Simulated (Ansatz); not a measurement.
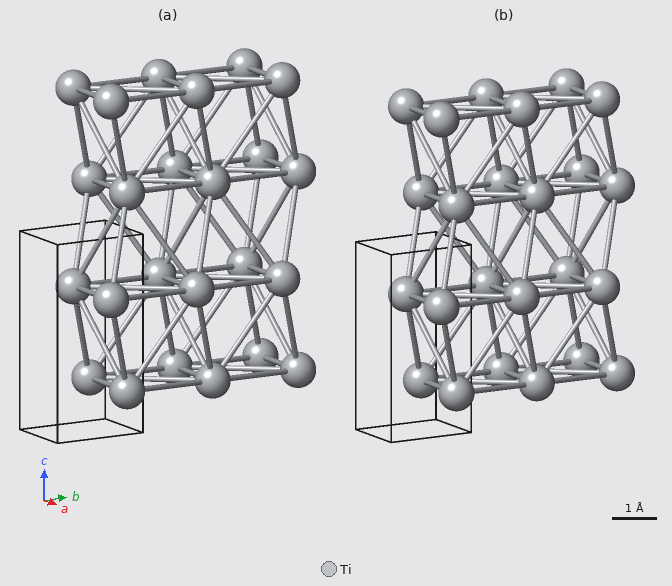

Left: crystalline Ti (set up in P6_3/mmc). Right: the same structure after one change, at the same scale. Style: ball-and-stick. Shown: the cell of the calculation, repeated 2 × 3 × 2 with one cell outlined, slightly off an axis.

All numbers below come from Ansatz 0.2.0, DFT PBEsol, scalar-relativistic, plane waves, PAW. (plane-wave cutoff 420 eV; k-point mesh 18 × 18 × 10; occupations gaussian; smearing width 0.1 eV; no spin polarisation)

The crystal is put under a hydrostatic pressure of 30 GPa. Cell and atoms are relaxed at that pressure.

**What does the change do?**

Cell: a = b 2.900 → 2.721 Å (−6.2 %), c 4.591 → 4.339 Å (−5.5 %). Volume −16.8 %. The atoms keep their places relative to the cell (all moves are under 0.005 Å). Among the bonded contacts that change: Ti–Ti 2.900 → 2.721 Å, Ti–Ti 2.841 → 2.679 Å. The space group stays P6_3/mmc (No. 194). The energy rises by 231 meV per atom. Pressure: 0.0 GPa before, 30.0 GPa after. It is metallic before and after.
